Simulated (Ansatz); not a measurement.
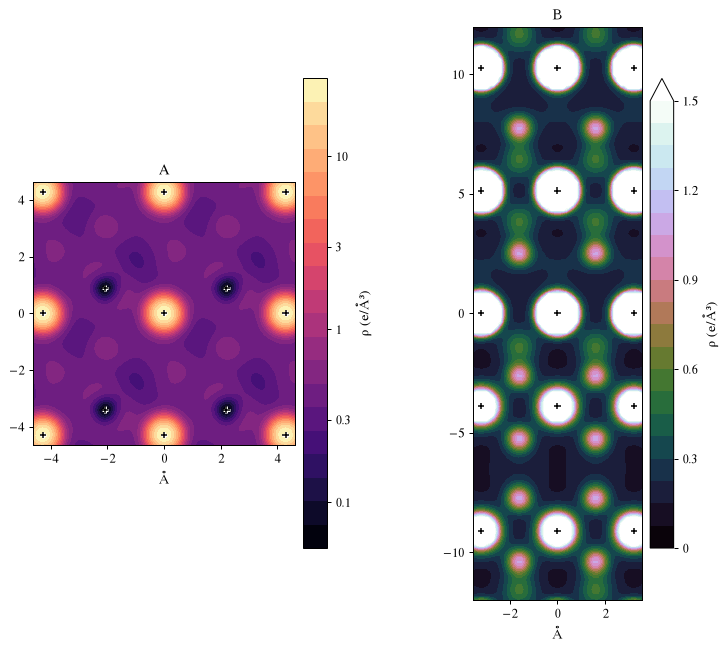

The valence electron density of 2 systems, each on a plane through atoms (crosses mark nuclei in the plane).

These are results of DFT PBEsol, scalar-relativistic, plane waves, PAW (Ansatz 0.2.0), not measurements.

System 1: Hf₃N₂, the (100) plane of the conventional cell. Space group R-3m; a structure from a database of computed crystals, not necessarily the ambient phase; computed pressure about −2 GPa in this cell.

```
CELL_PARAMETERS angstrom
3.19885 0.00000 0.00000
-1.59943 2.77029 0.00000
0.00000 0.00000 23.26453
ATOMIC_POSITIONS crystal
Hf 0.66667 0.33333 0.11275
Hf 0.33333 0.66667 0.44609
Hf 0.00000 0.00000 0.77942
Hf 0.00000 0.00000 0.22058
Hf 0.66667 0.33333 0.55391
Hf 0.33333 0.66667 0.88725
Hf 0.00000 0.00000 0.00000
Hf 0.66667 0.33333 0.33333
Hf 0.33333 0.66667 0.66667
N 0.33333 0.66667 0.27858
N 0.00000 0.00000 0.61192
N 0.66667 0.33333 0.94525
N 0.33333 0.66667 0.05475
N 0.00000 0.00000 0.38808
N 0.66667 0.33333 0.72142
```

System 2: MnSi, the (010) plane of the conventional cell. Space group P2₁3; changed on purpose from its base cell (volume × 0.88, shape and atoms relaxed); computed pressure about 36 GPa in this cell; spin-polarised.

```yaml
crystal:
  lattice:
    - [4.28428, 0.00000, 0.00000]
    - [0.00000, 4.28428, 0.00000]
    - [0.00000, 0.00000, 4.28428]
  atoms:
    - { symbol: Mn, position: [0.14035, 0.14035, 0.14035] }
    - { symbol: Mn, position: [0.35965, 0.85965, 0.64035] }
    - { symbol: Mn, position: [0.64035, 0.35965, 0.85965] }
    - { symbol: Mn, position: [0.85965, 0.64035, 0.35965] }
    - { symbol: Si, position: [0.84660, 0.84660, 0.84660] }
    - { symbol: Si, position: [0.65340, 0.15340, 0.34660] }
    - { symbol: Si, position: [0.34660, 0.65340, 0.15340] }
    - { symbol: Si, position: [0.15340, 0.34660, 0.65340] }
```

> Which map belongs to which system?

Panel A is system 2, MnSi: the plane holds Mn and Si. Mn–Si (2.27 Å): the density is about 0.53 e/Å³ at the midpoint. Panel B is system 1, Hf₃N₂: the plane holds Hf and N.
